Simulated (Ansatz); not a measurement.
# Calculations on TaSi$_{2}$

**1. Relaxation**

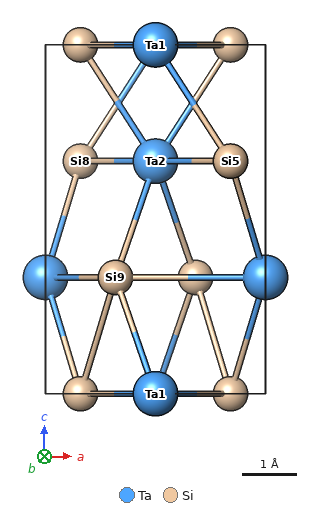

This is the input geometry for a relaxation of crystalline TaSi₂ (set up in P6_422). The picture is a ball-and-stick view of the cell of the calculation, seen along the b axis.

Level of theory: DFT PBE, scalar-relativistic, plane waves, PAW (Ansatz 0.2.0).

The input:
```yaml
crystal:
  lattice:
    - [4.7839004637, 0.0, 0.0]
    - [-2.3919502318, 4.1429793307, 0.0]
    - [0.0, 0.0, 6.57]
  atoms:
    - { symbol: Ta, position: [0.5, 0.0, 0.0] }
    - { symbol: Ta, position: [0.5, 0.5, 0.6666666667] }
    - { symbol: Ta, position: [0.0, 0.5, 0.3333333333] }
    - { symbol: Si, position: [0.15897, 0.31794, 0.0] }
    - { symbol: Si, position: [0.84103, 0.15897, 0.6666666667] }
    - { symbol: Si, position: [0.68206, 0.84103, 0.3333333333] }
    - { symbol: Si, position: [0.84103, 0.68206, 0.0] }
    - { symbol: Si, position: [0.15897, 0.84103, 0.6666666667] }
    - { symbol: Si, position: [0.31794, 0.15897, 0.3333333333] }
basis:
  ecutwfc: 420
kpoints:
  mp_grid: { grid: [12, 12, 6] }
hamiltonian:
  xc: pbe
scf:
  occupations: { method: gaussian, width: 0.1 }
output:
  forces: true
  stress: true
  eigenvalues: true
  write_density: true
  write_potential: true
  elf: true
  volumetric_format: npy
relax:
  adjacent_minimum: "off"
  f_tol: 0.005
  max_steps: 80
  cell: { stress_tol: 0.05 }
```

Launched with:
```bash
ansatz run input.yaml --threads 2 --pin off --max-ram 5120MiB --backend cpu --events-out ev --progress --plain --runs-dir out
```

Predict the outcome.

No atom moves by more than 0.005 Å relative to the cell. The drawn cell changes as follows: a = b 4.784 → 4.806 Å (+0.5 %), c 6.570 → 6.597 Å (+0.4 %); the volume changes by +1.3 %. Some distances before and after: Ta1–Ta2 3.243 → 3.257 Å, Ta1–Si4 2.826 → 2.839 Å, Ta1–Si4 (another image) 2.731 → 2.743 Å, Ta1–Si5 2.607 → 2.618 Å. The space group stays P6_422 (No. 181). The energy falls by 13.5 meV per cell of the calculation in 3 accepted moves (4 points after the start). The largest force component goes from 0.0052 to 0.0011 eV/Å. Pressure: 2.52 GPa at the start and 0.01 GPa at the end. At 1 point the geometry stayed and the basis and grid were re-selected for the new cell (energy shift of 0.5 meV per cell of the calculation at most each time). The run took 88 s on 2 threads of Arm Neoverse V2 (shared host), peak memory 0.59 GiB.

Step by step:

| step | E − E(0), meV/atom | largest force component, eV/Å | pressure, GPa | volume, Å³/atom | note |
| --- | --- | --- | --- | --- | --- |
| 0 | 0.00 | 0.0052 | 2.52 | 14.468 |  |
| 1 | -0.67 | 0.0551 | -1.55 | 14.790 |  |
| 2 | -1.43 | 0.0059 | -0.02 | 14.663 |  |
| 3 | -1.44 | 0.0010 | 0.00 | 14.660 |  |
| 4 | -1.50 | 0.0011 | 0.01 | 14.660 | same geometry, new basis |

**2. Relaxation**

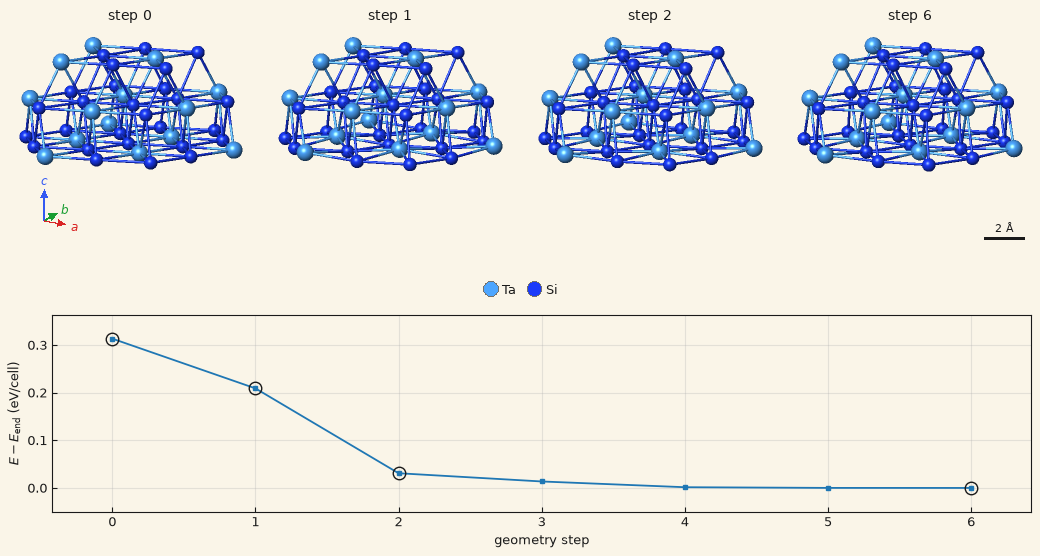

Frames of a relaxation of a slab of composition TaSi2 (cut from the P6_422 phase), marked on the history of the run. The picture is a ball-and-stick view of the atoms within 5.8 Å of the atom that moves most (axes of the 2 × 1 repeat of the cell, outlined in the plane, without the vacuum (origin shifted)), seen slightly off an axis.

Case: (0 0 1) slab, atoms relaxed. The slab is the (0 0 1) face of TaSi2.

Level of theory: DFT PBE, scalar-relativistic, plane waves, PAW (Ansatz). Set-up: plane-wave cutoff 420 eV; k-point mesh 9 × 9 × 1; occupations gaussian; smearing width 0.1 eV; no spin polarisation; dipole correction; atoms relaxed in a fixed cell; force threshold 0.02 eV/Å; at most 60 steps.

> Describe the path.

The largest moves relative to the layer's centre, 0.15 Å, are those of Si atoms. Largest moves by element: Si 0.15 Å, Ta 0.07 Å. The cell doesn't change. Near-neighbour distances that change, for instance: Si–Si 2.645 → 2.875 Å, Si–Si 2.841 → 2.713 Å, Si–Ta 2.839 → 2.730 Å, Si–Si 2.841 → 2.739 Å. Bond angles that change, for instance: Ta–Si–Si 105.5° → 99.3°, Ta–Si–Ta 122.8° → 117.2°, Ta–Si–Ta 122.3° → 117.9°. After 6 geometry steps the energy has fallen by 0.313 eV per cell of the calculation. The largest force component goes from 1.3 to 0.0028 eV/Å. From step 0 to 1: Ta atoms move most (0.20 Å), energy −0.104 eV per cell of the calculation. From step 1 to 2: Ta atoms move most (0.11 Å), energy −0.178 eV per cell of the calculation. From step 2 to 6: Si atoms move most (0.07 Å), energy −30.9 meV per cell of the calculation.

```csv
step,"E − E(0), meV/atom","largest force component, eV/Å"
0,0.00,1.2760
1,-5.80,1.6562
2,-15.70,0.2075
3,-16.66,0.1744
4,-17.33,0.0660
5,-17.41,0.0212
6,-17.41,0.0028
```

**3. A change**

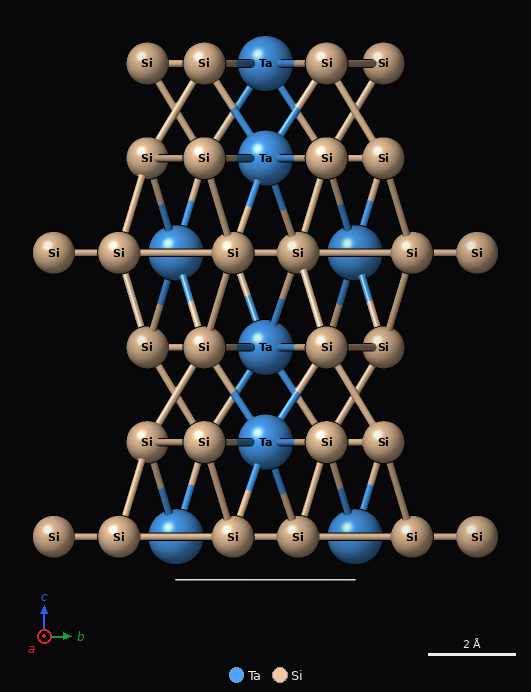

This is a (0 0 1) slab of TaSi$_{2}$ as cut from the relaxed bulk. A ball-and-stick model of the cell of the calculation, outlined in the plane, without the vacuum, seen along the a axis.

Theory: Ansatz 0.2.0, DFT PBE, scalar-relativistic, plane waves, PAW. Settings: plane-wave cutoff 420 eV; occupations gaussian; smearing width 0.1 eV; no spin polarisation. The k-mesh is chosen for each cell (9×9×6, 9×9×1).

Change: The atoms of the slab are relaxed at the bulk's in-plane cell.

Predict the response.

Answer. The surface energy (mean of the two faces) falls from 2.46 to 2.33 J/m². The top spacing, between the TaSi2 and TaSi2 planes, goes from 2.20 to 2.22 Å (+1.1 %), the bottom one (TaSi2 to TaSi2) from 2.20 to 2.22 Å (+1.1 %). The top plane rumples by 0.17 Å. The cell doesn't change. The largest moves relative to the layer's centre, 0.15 Å, are those of Si atoms. Largest moves by element: Si 0.15 Å, Ta 0.07 Å. Some distances before and after: Si–Si 2.645 → 2.615 to 2.875 Å, Si–Ta 2.839 → 2.730 to 2.855 Å, Si–Si 2.566 → 2.581 to 2.648 Å, Si–Ta 2.618 → 2.538 to 2.681 Å.

The changed structure in the same view:

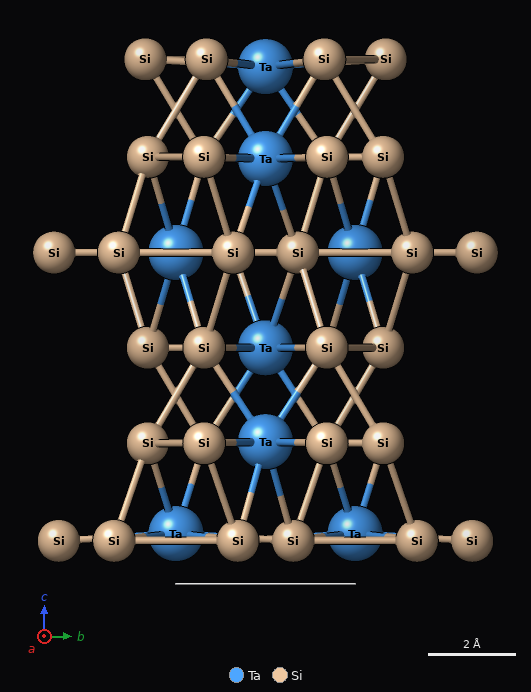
